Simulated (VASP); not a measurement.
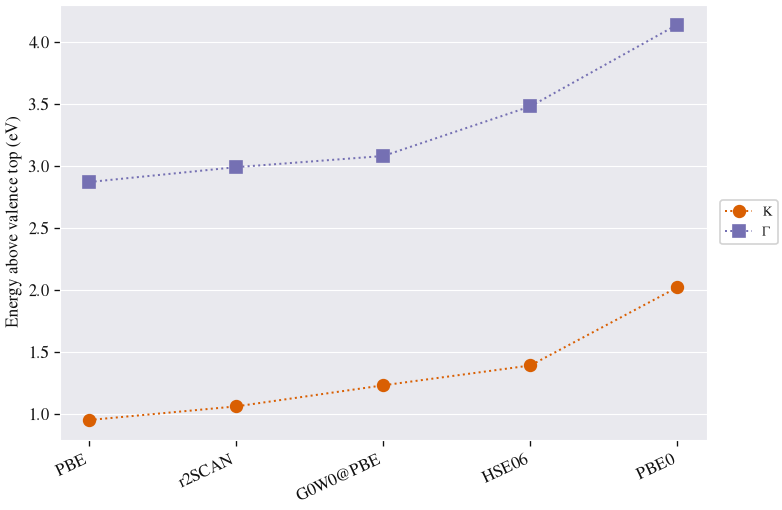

Lowest conduction level at each named k point, counted from the valence-band top at Γ, by several methods on one cell of MoTe₂, space group P6_3/mmc (No. 194), 6 atoms in the cell; a = 3.496 Å, c = 13.695 Å (hexagonal axes). All runs are without spin-orbit coupling and carry no moments. The smallest gap lies off these points.

Does G0W0@PBE shift these levels rigidly from PBE?

The shifts are +0.28 eV at K and +0.21 eV at Γ, and at points that aren't plotted +0.52 eV (M): over the named points that both runs hold, a spread of 0.31 eV on a mean of 0.34 eV, so one shift doesn't describe them.

How do the methods rank at K?

From low to high: PBE 0.95, r2SCAN 1.06, G0W0@PBE 1.23, HSE06 1.39, PBE0 2.02 eV.

Do the methods agree on which of these conduction levels is lowest?

Yes: all put it at K.

| method | program | K (eV) | Γ (eV) |
| --- | --- | --- | --- |
| PBE | VASP | 0.95 | 2.87 |
| r2SCAN | VASP | 1.06 | 2.99 |
| G0W0@PBE | VASP | 1.23 | 3.08 |
| HSE06 | VASP | 1.39 | 3.48 |
| PBE0 | VASP | 2.02 | 4.14 |

Settings. PBE: VASP PAW PBE potentials, release 64 (Te, Mo_sv), 12×12×3 k mesh, 520 eV cutoff, Gaussian smearing of 0.03 eV (VASP 6.6.1). r2SCAN: VASP PAW PBE potentials, release 64 (Te, Mo_sv), 9×9×2 k mesh, 520 eV cutoff, Gaussian smearing of 0.03 eV (VASP 6.6.1). G0W0@PBE: PBE, VASP PAW PBE potentials, release 64 (Te_GW, Mo_sv_GW), 6×6×1 k mesh, 500 eV cutoff, Gaussian smearing of 0.01 eV (VASP 6.6.1), G0W0 with GW iterations 1, cutoff of the response function 150 eV, frequency points 48 and empty bands 561. HSE06: VASP PAW PBE potentials, release 64 (Te, Mo_sv), 6×6×2 k mesh, 520 eV cutoff, Gaussian smearing of 0.03 eV (VASP). PBE0: VASP PAW PBE potentials, release 64 (Te, Mo_sv), 6×6×2 k mesh, 520 eV cutoff, Gaussian smearing of 0.03 eV (VASP 6.6.1).

These are five of the 8 methods that were run on this cell. Spin-orbit coupling is left out, which matters for Te and Mo. The cell was derived from a database entry in an earlier step, so it needn't be the measured one. r2SCAN, HSE06 and PBE0: the PAW data sets were made with another functional. LDA, GGA and most meta-GGA functionals understate gaps. HSE06 and PBE0: the k mesh is thin for exact exchange. G0W0@PBE: the k mesh is coarse, so the values aren't converged. G0W0@PBE: bands, screening cutoff and mesh are small and nothing is extrapolated, so the quasiparticle values aren't converged. Over all k points computed the smallest gap is 0.64 eV in PBE (mesh alone), 0.69 eV in r2SCAN, 0.98 eV in G0W0@PBE (mesh alone), 1.11 eV in HSE06 (mesh alone) and 1.73 eV in PBE0 (mesh alone), and a mesh with an odd division can miss a smaller one. The GW values are at finite bands, cutoffs and mesh, short of the basis limit.
